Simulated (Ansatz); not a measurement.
Structure data:

```cif
data_structure
_symmetry_space_group_name_H-M 'P 1'
_symmetry_Int_Tables_number 1
_cell_length_a 3.5141
_cell_length_b 3.5141
_cell_length_c 2.7463
_cell_angle_alpha 90.000
_cell_angle_beta 90.000
_cell_angle_gamma 90.000
_cell_volume 33.91
loop_
_atom_site_label
_atom_site_type_symbol
_atom_site_fract_x
_atom_site_fract_y
_atom_site_fract_z
_atom_site_occupancy
Si1 Si 0.00000 0.00000 0.00000 1
Si2 Si 0.50000 0.50000 0.50000 1
```

Summarise the structure in words.

Answer. The element is silicon. The lattice is body-centred tetragonal and the space group I4/mmm (No. 139). The cell holds two atoms. The Si atoms are each bonded to ten Si at 2.75 to 2.84 Å. The bonds build a three-dimensional framework.

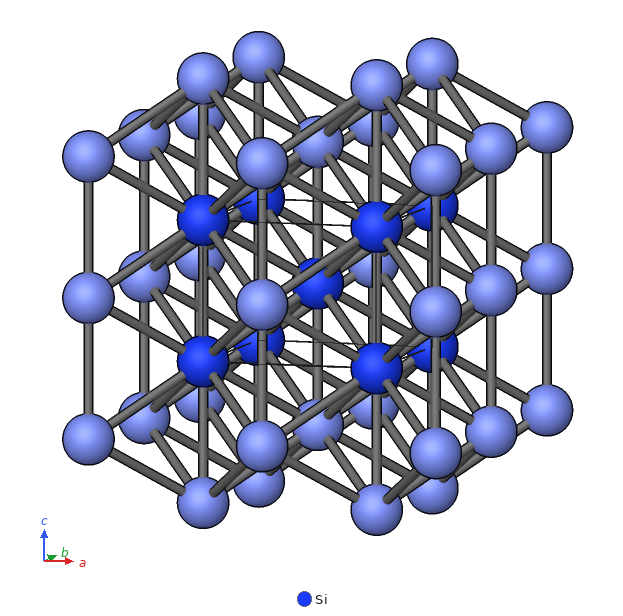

Structure drawing (ball-and-stick), viewed slightly off an axis. The frame is the conventional unit cell; atoms at its boundary are shown with their periodic copies. Outside the box, the atoms bonded to those within are drawn, in fainter colours.

It goes back to a structure listed in the Materials Project. The cell was then strained or its atoms displaced on purpose. Ansatz was used for an electronic-structure calculation on it.

At this level of theory the cell isn't at rest (stretched, at -12 GPa), so its distances can differ from those at equilibrium, the more so the softer the solid.
